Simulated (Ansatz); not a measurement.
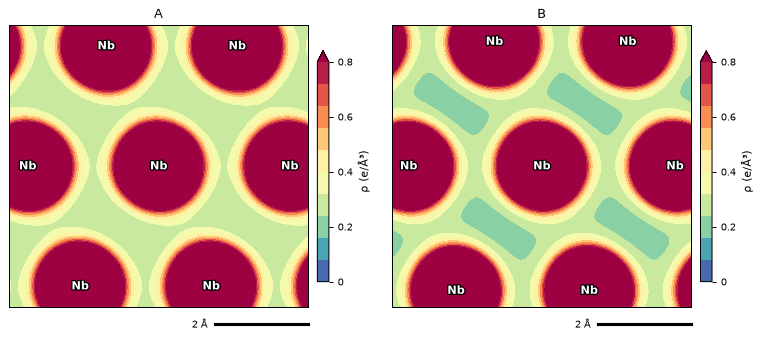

Nb. The valence electron density of two cells that differ in size and shape, on the (001) plane of each (indices in the axes of the calculation cell), at one length scale and on one colour scale: B has 18.0 Å³ an atom and A 17.0.

Space group I4/mmm; computed without spin polarisation.

All numbers below come from DFT PBEsol, scalar-relativistic, plane waves, PAW (Ansatz).

In a PAW calculation such maps are meaningful between the atoms, not at the nuclei.

The larger cell:

```cif
data_structure
_symmetry_space_group_name_H-M 'P 1'
_symmetry_Int_Tables_number 1
_cell_length_a 2.8582
_cell_length_b 2.8582
_cell_length_c 2.8582
_cell_angle_alpha 108.795
_cell_angle_beta 108.795
_cell_angle_gamma 110.833
_cell_volume 17.97
loop_
_atom_site_label
_atom_site_type_symbol
_atom_site_fract_x
_atom_site_fract_y
_atom_site_fract_z
_atom_site_occupancy
Nb1 Nb 0.00000 0.00000 0.00000 1
```

The smaller cell: a = 2.812 Å, b = 2.812 Å, c = 2.812 Å, α = 107.44°, β = 107.44°, γ = 113.62°.

### What does the compression do to the bonding and the properties?

From the larger cell to the smaller, Nb–Nb goes from 2.86 to 2.81 Å, and the density at its midpoint from 0.29 to 0.31 e/Å³; the pressure goes from −4.5 to 6 GPa.
